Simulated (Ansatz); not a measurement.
A series of calculations on O$_{32}$Sr$_{33}$

### Relaxation

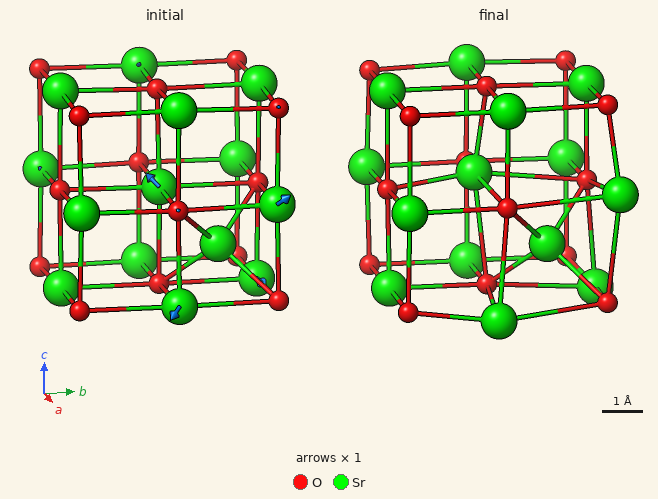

The structure of a defect cell of composition O₃₂Sr₃₃ (cell charge +2) before (left) and after (right) a relaxation, at one scale. The blue arrows give the displacements, at their true length.

A ball-and-stick model of the atoms within 5.0 Å of the atom that moves most (axes of the cell of the calculation (origin shifted)), seen slightly off an axis.

Method: Ansatz, DFT, PBEsol, PAW, plane waves. Set-up: plane-wave cutoff 420 eV; k-point mesh 1 × 1 × 1; mesh shifted by (0.25, 0.25, 0.25); no spin polarisation; atoms relaxed in a fixed cell; force threshold 0.03 eV/Å; at most 80 steps.

Summarise the run.

The energy falls by 10.049 eV per cell of the calculation in 5 geometry steps. Largest force component: 7.7 eV/Å at the start, 0.0062 eV/Å at the end. The atom that moves furthest is a Sr atom (0.54 Å along [−1 −1 1]). By element the largest moves are Sr 0.54 Å, O 0.13 Å. The cell doesn't change. Among the contacts that change: Sr–Sr 3.591 → 4.472 Å, Sr–Sr 2.193 → 2.739 Å, Sr–Sr 2.218 → 2.739 Å, O–Sr 2.509 → 2.912 Å. Among the angles between lasting bonds that change: O–Sr–O 179.2° → 162.8°, O–Sr–O 178.3° → 162.8°, O–Sr–O 87.9° → 102.4°. The run took 4.1 s on 1 × NVIDIA GB200 with 8 threads of Arm Neoverse-V2, peak memory 1.9 GiB.

Limits of the set-up: the cell is charged, on a uniform background, and energies carry no finite-size correction.

### Relaxation

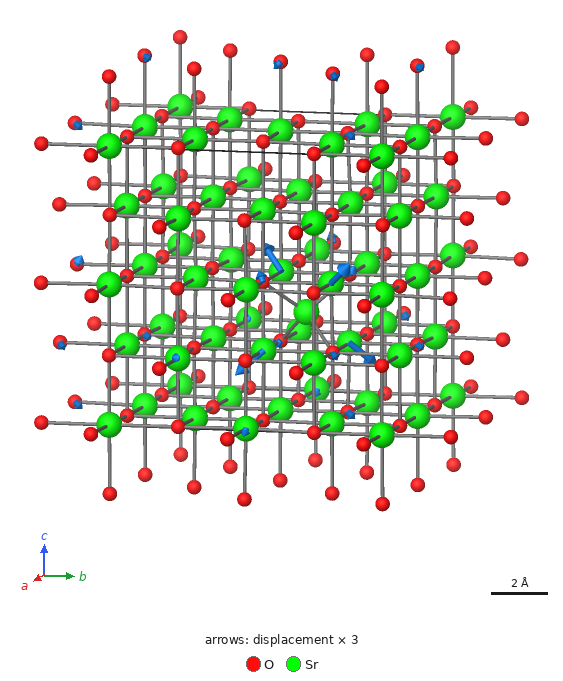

A relaxation of a defect cell of composition O32Sr33. The starting structure is drawn; blue arrows show the displacements, 3 times their true length.

Style: ball-and-stick. Shown: the cell of the calculation (origin shifted), slightly off an axis.

These are results of Ansatz, DFT, PBEsol, PAW, plane waves, not measurements. Settings: plane-wave cutoff 420 eV; k-point mesh 1 × 1 × 1; mesh shifted by (0.25, 0.25, 0.25); no spin polarisation; atoms relaxed in a fixed cell; force threshold 0.03 eV/Å; at most 80 steps.

**Atoms of which element are displaced furthest, and by how much?**

Strontium: up to 0.51 Å, against 0.16 Å for oxygen.

**What did the optimiser do to the structure, and how much energy did it gain?**

Over 7 geometry steps the energy falls by 7.984 eV per cell of the calculation. The largest force component goes from 6.5 to 0.015 eV/Å. The largest move is that of a Sr atom, 0.51 Å roughly along [−1 −1 1]. Largest moves by element: Sr 0.51 Å, O 0.16 Å. The cell doesn't change. Among the contacts that change: Sr–Sr 3.591 → 4.460 Å, Sr–Sr 2.193 → 2.696 Å, Sr–Sr 2.218 → 2.700 Å, O–Sr 2.509 → 2.956 Å. Among the angles between lasting bonds that change: O–Sr–O 87.9° → 102.9°, O–Sr–O 179.1° → 164.9°, O–Sr–O 179.3° → 165.9°.

### Defect

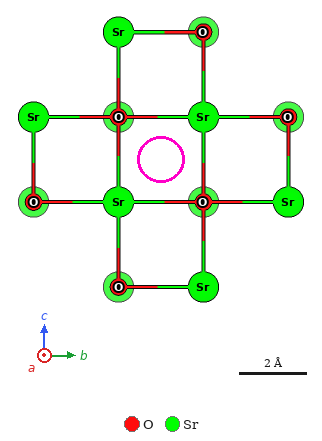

Perfect SrO. The picture is a ball-and-stick view of the atoms within 4.6 Å of one point, in a slice 4.2 Å thick across the line of sight, seen along the a axis.

Computed with DFT, PBEsol, PAW, plane waves (Ansatz). Set-up: plane-wave cutoff 420 eV; k-point mesh 1 × 1 × 1; mesh shifted by (0.25, 0.25, 0.25); no spin polarisation. Fermi-Dirac smearing of 0.01 eV. A uniform background neutralises the charged cell. The axes drawn are those of the host's conventional cell.

An extra strontium atom is put between the host's atoms (an interstitial) at the ringed place, in charge state +2. The supercell has 64 sites, and the atoms are relaxed at the host's cell.

### How do the neighbours respond?

The Sr atom starts with 4 Sr at 2.22 Å, 4 O at 2.22 Å around its place and ends with 4 O at 2.26 Å. Of the host's atoms, a strontium atom moves furthest from its site, by 0.52 Å.

The relaxed defect, seen from the same direction:

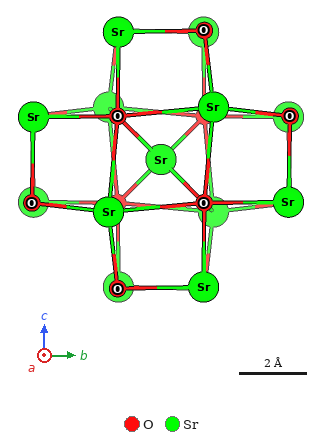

Limits of the set-up: the cell is charged, on a uniform background, and energies carry no finite-size correction.
